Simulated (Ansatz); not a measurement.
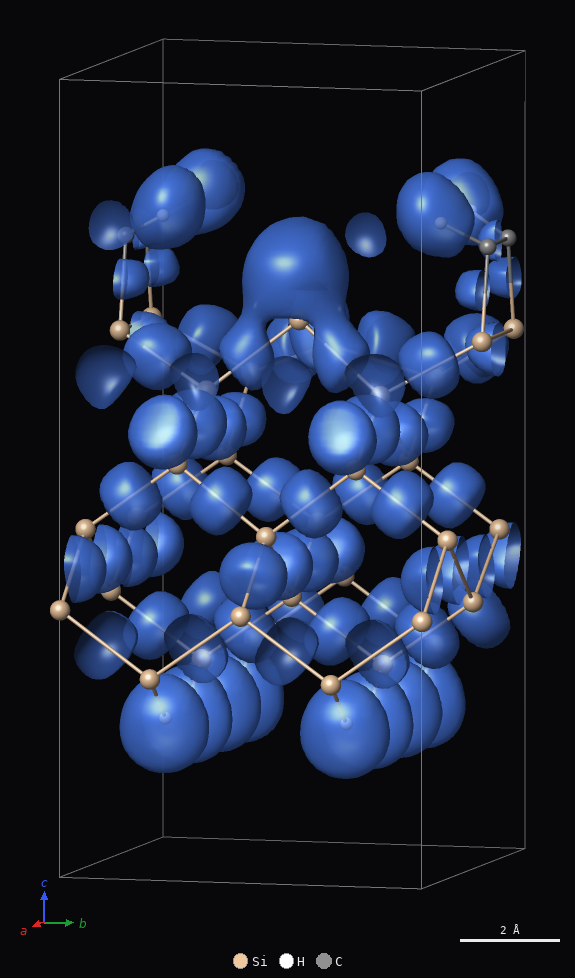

Figure. Si12H6C (slab). Isosurface of the electron localisation function at 0.8 (blue), seen slightly off an axis. Core shells and regions of very low density are left out. Sticks mark near contacts.

Level of theory: Ansatz, DFT PBE, scalar-relativistic, plane waves, PAW.

Identify the bonds, lone pairs and shells in this picture.

Answer. At this value the surface marks out one region between bonded C–C atoms (shared pairs), two regions between bonded C–Si atoms (shared pairs), 39 regions between bonded Si–Si atoms (shared pairs), twelve regions around hydrogen nuclei and one region on Si in which the atom's valence shell and bonds are merged, counted in one cell of 38 atoms. Counts are for one cell; the picture repeats the cell along the surface. Profiles from the grid: C–H (1.10 Å): the ELF climbs to about 1 towards the hydrogen, as it does in any bond to H: an ordinary covalent bond to hydrogen. Si–H (1.48 Å): the ELF is about 1 at the midpoint (an ordinary covalent bond to hydrogen).

Does the calculation make it a metal, or give it a gap?

Answer. It is gapped, with a Kohn–Sham gap of 0.78 eV on the k-point mesh, an upper bound to the gap of this method.
